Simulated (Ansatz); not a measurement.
Run report: HfO₂, geometry relaxation (part 2 of 3)

HfO₂ (24 atoms in the cell); DFT r2SCAN, scalar-relativistic, plane waves, PAW, no spin polarisation (Ansatz 0.2.0); cutoff 500 eV, 6×4×6 k-mesh, Gaussian smearing of 0.02 eV. The structure derives from an entry of the Crystallography Open Database.

Geometry of the input (Å; fractional positions):
```
5.0619  0.0000  0.0000
0.0000  10.0115  0.0000
0.0000  0.0000  5.2300
Hf 0.7454  0.8845  0.9648
Hf 0.2454  0.6155  0.0352
Hf 0.2546  0.3845  0.5352
Hf 0.7546  0.1155  0.4648
Hf 0.2546  0.1155  0.0352
Hf 0.7546  0.3845  0.9648
Hf 0.7454  0.6155  0.4648
Hf 0.2454  0.8845  0.5352
O  0.8724  0.7898  0.6257
O  0.3724  0.7102  0.3743
O  0.1276  0.2898  0.8743
O  0.6276  0.2102  0.1257
O  0.1276  0.2102  0.3743
O  0.6276  0.2898  0.6257
O  0.8724  0.7102  0.1257
O  0.3724  0.7898  0.8743
O  0.5023  0.9772  0.2615
O  0.0023  0.5228  0.7385
O  0.4977  0.4772  0.2385
O  0.9977  0.0228  0.7615
O  0.4977  0.0228  0.7385
O  0.9977  0.4772  0.2615
O  0.5023  0.5228  0.7615
O  0.0023  0.9772  0.2385
```

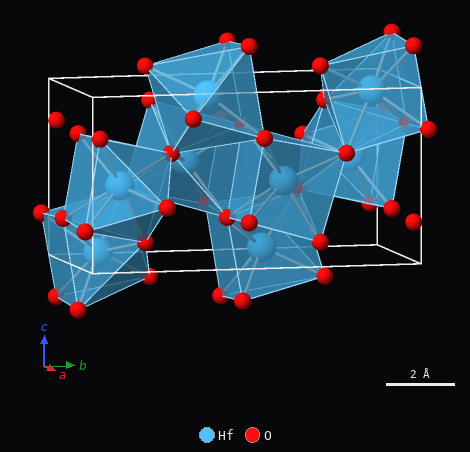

**Figure 1.** The geometry at step 4 of the log (polyhedral view of the cell of the calculation, seen slightly off an axis; polyhedra are completed across the faces of the cell).

### Output, continued
```
--- Forces (eV/Å), atoms counted from 1 ---
  atom   1  Hf    -0.00372017    -0.00307479     0.00156913
  atom   2  Hf    -0.00372017     0.00307479    -0.00156913
  atom   3  Hf     0.00372017    -0.00307479    -0.00156913
  atom   4  Hf     0.00372017     0.00307479     0.00156913
  atom   5  Hf     0.00372017     0.00307479    -0.00156913
  atom   6  Hf     0.00372017    -0.00307479     0.00156913
  atom   7  Hf    -0.00372017     0.00307479     0.00156913
  atom   8  Hf    -0.00372017    -0.00307479    -0.00156913
  atom   9  O      0.00208219     0.00263972     0.00018412
  atom  10  O      0.00208219    -0.00263972    -0.00018412
  atom  11  O     -0.00208219     0.00263972    -0.00018412
  atom  12  O     -0.00208219    -0.00263972     0.00018412
  atom  13  O     -0.00208219    -0.00263972    -0.00018412
  atom  14  O     -0.00208219     0.00263972     0.00018412
  atom  15  O      0.00208219    -0.00263972     0.00018412
  atom  16  O      0.00208219     0.00263972    -0.00018412
  atom  17  O      0.00111322    -0.00227612    -0.00259131
  atom  18  O      0.00111322     0.00227612     0.00259131
  atom  19  O     -0.00111322    -0.00227612     0.00259131
  atom  20  O     -0.00111322     0.00227612    -0.00259131
  atom  21  O     -0.00111322     0.00227612     0.00259131
  atom  22  O     -0.00111322    -0.00227612    -0.00259131
  atom  23  O      0.00111322     0.00227612    -0.00259131
  atom  24  O      0.00111322    -0.00227612     0.00259131
  max |Σ_I F_I| component: 8.67e-19 eV/Å
--- Stress (GPa, compression-positive) ---
       -0.012101       0.000000       0.000000
        0.000000      -0.002351       0.000000
        0.000000       0.000000      -0.009985
  P = ⅓ Tr σ = -0.0081 GPa (-0.081 kbar)
--- Band table (eV; the first three rows and the last of 48) ---
  k-point 0: bands = ["-47.2901", "-47.2842", "-47.2747", "-47.2689", "-47.2684", "-47.2681", "-47.2672", "-47.2669", "-15.7003", "-15.6712", "-15.6687", "-15.6045", "-15.5596", "-15.4875", "-15.4601", "-15.4160", "-15.4066", "-15.3764", "-15.3632", "-15.3368", "-15.3330", "-15.3223", "-15.3044", "-15.3041", "-15.2980", "-15.2788", "-15.2620", "-15.2430", "-15.2127", "-15.1878", "-15.1810", "-15.1690", "-4.5133", "-3.9054", "-3.1738", "-3.0236", "-2.9640", "-2.9552", "-2.9258", "-2.8723",
      "-2.8620", "-2.4990", "-2.4021", "-2.3830", "-2.3311", "-2.2858", "-2.2332", "-2.1762", "4.3388", "4.3447", "4.3460", "4.3474", "4.3550", "4.3550", "4.3573", "4.3591", "4.3595", "4.3602", "4.3623", "4.3631", "4.3663", "4.3690", "4.3703", "4.3723", "4.3725", "4.3728", "4.3741", "4.3743", "4.3777", "4.3778", "4.3790", "4.3814", "4.3824", "4.3838", "4.3839", "4.3844", "4.3850", "4.3858", "4.3871", "4.3871",
      "4.3899", "4.3923", "4.3933", "4.3934", "4.3974", "4.4008", "4.4018", "4.4022", "4.4022", "4.4045", "4.4069", "4.4083", "4.4086", "4.4111", "4.4134", "4.4154", "4.4172", "4.4338", "4.4357", "4.4422", "4.4456", "4.4475", "4.4623", "4.5124", "9.1553", "9.1966", "9.2488", "9.3319", "9.4156", "9.8190", "9.9521", "10.0082", "10.3143", "10.3346", "10.5572", "10.7708", "10.9524", "11.0323", "11.1953", "11.3028",
      "11.3412", "11.4456", "11.4574", "11.7429", "11.7913", "12.1142", "12.2691", "12.3752", "12.4185", "12.4784", "12.5782", "12.7371", "12.7656", "12.7845", "13.0230", "13.2032", "13.3110", "13.3322", "13.4093", "13.6416", "13.6584", "13.7603", "13.8245", "13.8477", "13.8599", "14.0654", "14.2414", "14.3828", "14.4054", "14.4638", "14.5363", "14.5759", "19.6531", "20.0822", "20.1674", "20.3339", "20.4284", "20.4845", "20.7249", "20.8037",
      "20.8514", "20.8750", "21.0814", "21.1194", "21.3505", "21.5838", "21.6387", "21.7118", "21.8600", "21.9797", "22.0505", "22.6886", "22.6982", "22.7658", "22.7709", "22.8023", "22.8024", "23.1428", "23.3203", "23.5693", "23.5846", "23.6238", "23.7589"]
  k-point 1: bands = ["-47.2889", "-47.2835", "-47.2750", "-47.2716", "-47.2684", "-47.2674", "-47.2670", "-47.2668", "-15.6855", "-15.6510", "-15.6420", "-15.5880", "-15.5623", "-15.5159", "-15.4561", "-15.4411", "-15.4306", "-15.3875", "-15.3698", "-15.3203", "-15.3192", "-15.3169", "-15.3153", "-15.2988", "-15.2921", "-15.2876", "-15.2523", "-15.2432", "-15.2046", "-15.1976", "-15.1925", "-15.1880", "-4.3975", "-3.8610", "-3.1752", "-3.0961", "-2.9514", "-2.9368", "-2.8905", "-2.8674",
      "-2.8492", "-2.4880", "-2.4824", "-2.3822", "-2.3755", "-2.2949", "-2.2575", "-2.2193", "4.3409", "4.3418", "4.3476", "4.3502", "4.3524", "4.3537", "4.3551", "4.3577", "4.3619", "4.3622", "4.3641", "4.3650", "4.3672", "4.3680", "4.3692", "4.3693", "4.3700", "4.3713", "4.3727", "4.3729", "4.3739", "4.3775", "4.3787", "4.3799", "4.3805", "4.3816", "4.3834", "4.3863", "4.3869", "4.3887", "4.3907", "4.3920",
      "4.3926", "4.3935", "4.3938", "4.3944", "4.3947", "4.3975", "4.4004", "4.4007", "4.4016", "4.4034", "4.4072", "4.4075", "4.4099", "4.4143", "4.4163", "4.4171", "4.4214", "4.4312", "4.4323", "4.4401", "4.4429", "4.4455", "4.4642", "4.5021", "9.2701", "9.2704", "9.3593", "9.4828", "9.4879", "9.7992", "10.0291", "10.0489", "10.3570", "10.4475", "10.6258", "10.7957", "10.7970", "11.1024", "11.1201", "11.2267",
      "11.3923", "11.4063", "11.4984", "11.6591", "11.7812", "12.1345", "12.1620", "12.1886", "12.3994", "12.4555", "12.6399", "12.6960", "12.7434", "12.9326", "12.9704", "13.0950", "13.1568", "13.3473", "13.3585", "13.4968", "13.6130", "13.6780", "13.8728", "13.9053", "13.9490", "14.0880", "14.1803", "14.2364", "14.2440", "14.3845", "14.5024", "14.5443", "19.6435", "20.1346", "20.1450", "20.3048", "20.4330", "20.5461", "20.6788", "20.7059",
      "20.8353", "20.8660", "21.1179", "21.2309", "21.5134", "21.5175", "21.5626", "21.5923", "21.9472", "21.9959", "22.1431", "22.2155", "22.3764", "22.7243", "22.8430", "22.9480", "23.2829", "23.5154", "23.5162", "23.5207", "23.6494", "23.8342", "23.8712"]
  k-point 2: bands = ["-47.2855", "-47.2814", "-47.2764", "-47.2758", "-47.2686", "-47.2678", "-47.2666", "-47.2664", "-15.6498", "-15.5961", "-15.5725", "-15.5651", "-15.5521", "-15.5427", "-15.4776", "-15.4669", "-15.4582", "-15.4372", "-15.4124", "-15.3394", "-15.3264", "-15.3222", "-15.2863", "-15.2847", "-15.2811", "-15.2778", "-15.2651", "-15.2430", "-15.2212", "-15.2077", "-15.2013", "-15.1937", "-4.0800", "-3.7322", "-3.3024", "-3.2881", "-2.8979", "-2.8803", "-2.8599", "-2.8414",
      "-2.7900", "-2.6009", "-2.4927", "-2.4608", "-2.3634", "-2.3301", "-2.3291", "-2.3128", "4.3400", "4.3457", "4.3462", "4.3481", "4.3506", "4.3508", "4.3575", "4.3579", "4.3587", "4.3598", "4.3613", "4.3654", "4.3655", "4.3659", "4.3690", "4.3696", "4.3706", "4.3744", "4.3752", "4.3753", "4.3754", "4.3774", "4.3783", "4.3785", "4.3804", "4.3817", "4.3842", "4.3878", "4.3882", "4.3892", "4.3898", "4.3908",
      "4.3910", "4.3912", "4.3945", "4.3954", "4.3964", "4.3974", "4.3975", "4.4001", "4.4010", "4.4045", "4.4051", "4.4122", "4.4127", "4.4134", "4.4190", "4.4203", "4.4270", "4.4288", "4.4295", "4.4352", "4.4398", "4.4472", "4.4633", "4.4762", "9.4545", "9.4864", "9.5637", "9.7044", "9.7615", "9.9587", "10.2030", "10.2653", "10.3941", "10.5962", "10.6067", "10.7060", "10.7961", "10.8010", "10.9857", "11.1360",
      "11.3342", "11.3625", "11.6991", "11.8401", "11.8830", "11.9862", "12.0310", "12.1756", "12.1811", "12.3173", "12.4720", "12.6347", "12.7085", "12.7692", "12.8292", "12.9275", "13.1945", "13.1970", "13.2039", "13.3676", "13.5823", "13.6851", "13.8335", "13.8485", "13.9998", "14.0657", "14.0792", "14.1078", "14.2240", "14.2495", "14.3775", "14.3820", "19.7516", "20.0872", "20.2826", "20.2876", "20.4285", "20.5671", "20.6864", "20.6989",
      "20.7480", "20.7686", "21.0866", "21.1012", "21.2120", "21.3780", "21.7313", "21.7408", "21.7798", "21.9482", "21.9549", "22.3575", "22.7584", "22.8840", "22.9376", "23.2562", "23.5357", "23.5883", "23.5981", "23.7412", "23.8690", "23.9891", "24.0478"]
  k-point 47: bands = ["-47.2739", "-47.2739", "-47.2739", "-47.2739", "-47.2732", "-47.2732", "-47.2732", "-47.2732", "-15.6222", "-15.6222", "-15.6222", "-15.6222", "-15.6214", "-15.6214", "-15.6214", "-15.6214", "-15.3022", "-15.3022", "-15.3022", "-15.3022", "-15.2975", "-15.2975", "-15.2975", "-15.2975", "-15.2300", "-15.2300", "-15.2300", "-15.2300", "-15.2222", "-15.2222", "-15.2222", "-15.2222", "-3.4144", "-3.4144", "-3.4144", "-3.4144", "-3.2452", "-3.2452", "-3.2452", "-3.2452",
      "-2.3922", "-2.3922", "-2.3922", "-2.3922", "-2.3465", "-2.3465", "-2.3465", "-2.3465", "4.3480", "4.3480", "4.3480", "4.3480", "4.3532", "4.3532", "4.3532", "4.3532", "4.3634", "4.3634", "4.3634", "4.3634", "4.3672", "4.3672", "4.3672", "4.3672", "4.3753", "4.3753", "4.3753", "4.3753", "4.3768", "4.3768", "4.3768", "4.3768", "4.3855", "4.3855", "4.3855", "4.3855", "4.3872", "4.3872", "4.3872", "4.3872",
      "4.3988", "4.3988", "4.3988", "4.3988", "4.3991", "4.3991", "4.3991", "4.3991", "4.4035", "4.4035", "4.4035", "4.4035", "4.4066", "4.4066", "4.4066", "4.4066", "4.4297", "4.4297", "4.4297", "4.4297", "4.4438", "4.4438", "4.4438", "4.4438", "10.2569", "10.2569", "10.2569", "10.2569", "10.2982", "10.2982", "10.2982", "10.2982", "10.5061", "10.5061", "10.5061", "10.5061", "11.1181", "11.1181", "11.1181", "11.1181",
      "11.6751", "11.6751", "11.6751", "11.6751", "11.7289", "11.7289", "11.7289", "11.7289", "12.2747", "12.2747", "12.2747", "12.2747", "12.5262", "12.5262", "12.5262", "12.5262", "13.2394", "13.2394", "13.2394", "13.2394", "13.2727", "13.2727", "13.2727", "13.2727", "13.8681", "13.8681", "13.8681", "13.8681", "13.9440", "13.9440", "13.9440", "13.9440", "20.0009", "20.0009", "20.0009", "20.0009", "20.3220", "20.3220", "20.3220", "20.3220",
      "21.1269", "21.1269", "21.1269", "21.1269", "21.3908", "21.3908", "21.3908", "21.3908", "22.3204", "22.3204", "22.3204", "22.3204", "22.4285", "22.4285", "22.4285", "22.4285", "23.6951", "23.6951", "23.6951", "23.6951", "23.8821", "23.8821", "23.8821"]
--- Relaxed structure (3 steps of the walk, 3 accepted, 1 SCFs on fresh bases) ---
  F+E_penalty+E_count = -135011.10490152 eV   max|allowed force component| = 3.720e-3 eV/Å   (the final SCF, on the basis selected at the relaxed cell)
  cell:  # Å, volume = 265.1302 Å³
    - [5.06334162558999, 0.0, 0.0]
    - [0.0, 10.012172663768464, 0.0]
    - [0.0, 0.0, 5.22990356593947]
  atoms:
    - { symbol: Hf, position: [0.7453539275172322, 0.8845149855536419, 0.9648890206688928] }
    - { symbol: Hf, position: [0.2453539275172322, 0.6154850144463581, 0.03511097933110702] }
    - { symbol: Hf, position: [0.2546460724827679, 0.38451498555364205, 0.5351109793311071] }
    - { symbol: Hf, position: [0.754646072482768, 0.11548501444635793, 0.46488902066889287] }
    - { symbol: Hf, position: [0.2546460724827679, 0.11548501444635793, 0.03511097933110702] }
    - { symbol: Hf, position: [0.754646072482768, 0.38451498555364205, 0.9648890206688928] }
    - { symbol: Hf, position: [0.7453539275172322, 0.6154850144463581, 0.46488902066889287] }
    - { symbol: Hf, position: [0.2453539275172322, 0.8845149855536419, 0.5351109793311071] }
    - { symbol: O, position: [0.8725019113015208, 0.7898207824338186, 0.6258228628751857] }
    - { symbol: O, position: [0.37250191130152066, 0.7101792175661814, 0.3741771371248144] }
    - { symbol: O, position: [0.12749808869847934, 0.2898207824338185, 0.8741771371248144] }
    - { symbol: O, position: [0.6274980886984793, 0.21017921756618152, 0.12582286287518568] }
    - { symbol: O, position: [0.12749808869847934, 0.21017921756618152, 0.3741771371248144] }
    - { symbol: O, position: [0.6274980886984793, 0.2898207824338185, 0.6258228628751857] }
    - { symbol: O, position: [0.8725019113015208, 0.7101792175661814, 0.12582286287518568] }
    - { symbol: O, position: [0.37250191130152066, 0.7898207824338186, 0.8741771371248144] }
    - { symbol: O, position: [0.5022937284041429, 0.9771371932406967, 0.26151272497362077] }
    - { symbol: O, position: [0.002293728404142898, 0.5228628067593034, 0.7384872750263791] }
    - { symbol: O, position: [0.4977062715958572, 0.47713719324069664, 0.23848727502637918] }
    - { symbol: O, position: [0.9977062715958572, 0.022862806759303394, 0.7615127249736209] }
    - { symbol: O, position: [0.4977062715958572, 0.022862806759303394, 0.7384872750263791] }
    - { symbol: O, position: [0.9977062715958572, 0.47713719324069664, 0.26151272497362077] }
    - { symbol: O, position: [0.5022937284041429, 0.5228628067593034, 0.7615127249736209] }
    - { symbol: O, position: [0.002293728404142898, 0.9771371932406967, 0.23848727502637918] }
```
